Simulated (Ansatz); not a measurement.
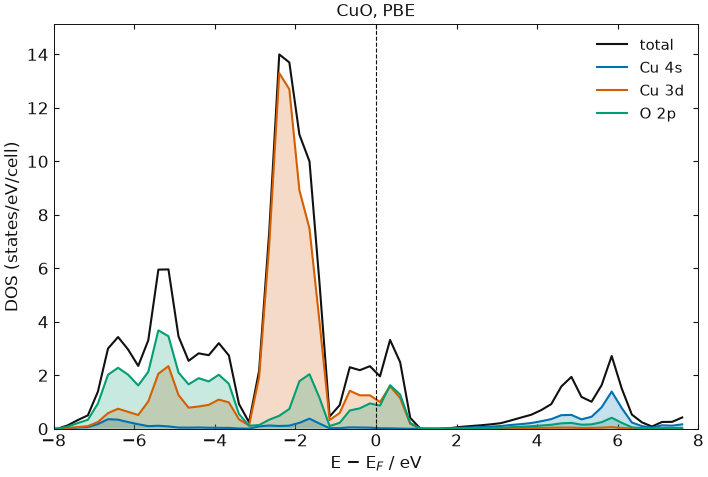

Density of states. Energies are counted from the Fermi level. The partial curves are projected on Löwdin-orthogonalised atomic shells; they sum to less than the total at higher energies, where shells without a projector contribute.

System: CuO, space group C2/c (No. 15), 4 atoms in the cell.

Method: DFT with PBE, PAW plane waves, no spin polarisation, 9×9×5 k mesh, 420 eV cutoff, Fermi-Dirac smearing of 0.1 eV (Ansatz 0.2.0).

Metal or insulator, and how many states lie at the Fermi level?

It is a metal. The density of states at the Fermi level is about 2.1 per eV and cell (mean within 0.25 eV), or 0.54 per atom.

Where is the tallest peak in the window, and which states make it?

The tallest peak in the window is at −2.4 eV; by projected weight it is Cu 3d almost alone.

What carries the states at the Fermi level?

By projected weight, the states within 0.3 eV of the Fermi level are Cu 3d (55 %) and O 2p (45 %).

Where is the centre of the Cu 3d band?

Over the range shown, the centre of the Cu 3d weight lies 2.4 eV below the Fermi level, and the shell is essentially full.
